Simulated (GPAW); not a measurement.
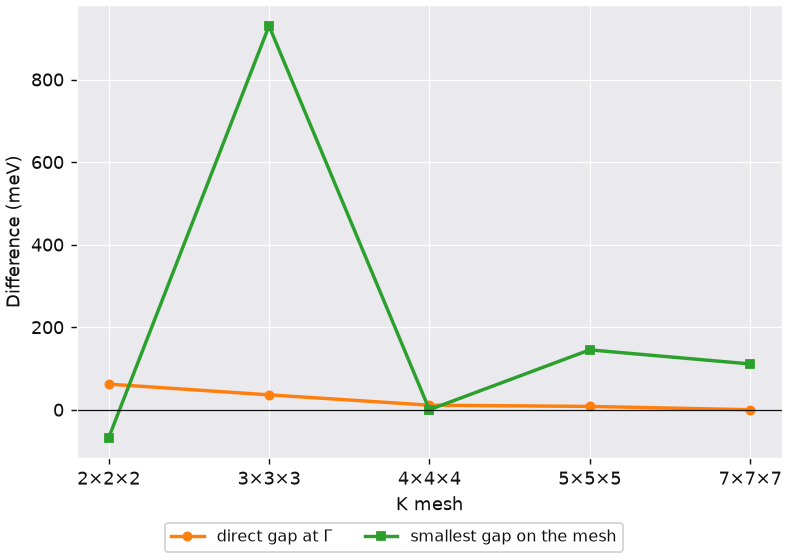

Gaps of Sb, space group R-3m, 2 atoms in the primitive cell (a = 4.308 Å, c = 11.274 Å (hexagonal axes)) as the k mesh is raised, all else fixed. The plot shows differences from the last run, and for the smallest gap from the finest mesh that holds both band edges. Method: r2SCAN, GPAW PAW data sets (gpaw-data 1.2.1), no spin polarisation, no spin-orbit coupling, 600 eV cutoff, Fermi-Dirac smearing of 0.05 eV (GPAW 26.7.0).

Q: How well are these gaps converged with the k mesh?

A: The direct gap at Γ starts +62 meV from the last run and still moves by 8 meV in the last step, from 5×5×5 to 7×7×7. The smallest gap needs the band edges (Z and L) on the mesh. The meshes that have them give 0.168 eV (2×2×2) and 0.236 eV (4×4×4), the last being the best value; the others give 1.166 eV (3×3×3), 0.381 eV (5×5×5) and 0.347 eV (7×7×7).

| k mesh | direct gap at Γ (eV) | smallest gap on the mesh (eV) |
| --- | --- | --- |
| 2×2×2 | 4.248 | 0.168 |
| 3×3×3 | 4.222 | 1.166 |
| 4×4×4 | 4.197 | 0.236 |
| 5×5×5 | 4.194 | 0.381 |
| 7×7×7 | 4.186 | 0.347 |

The PAW data sets were made with another functional. Spin-orbit coupling is left out, which matters for Sb. LDA, GGA and most meta-GGA functionals understate gaps.
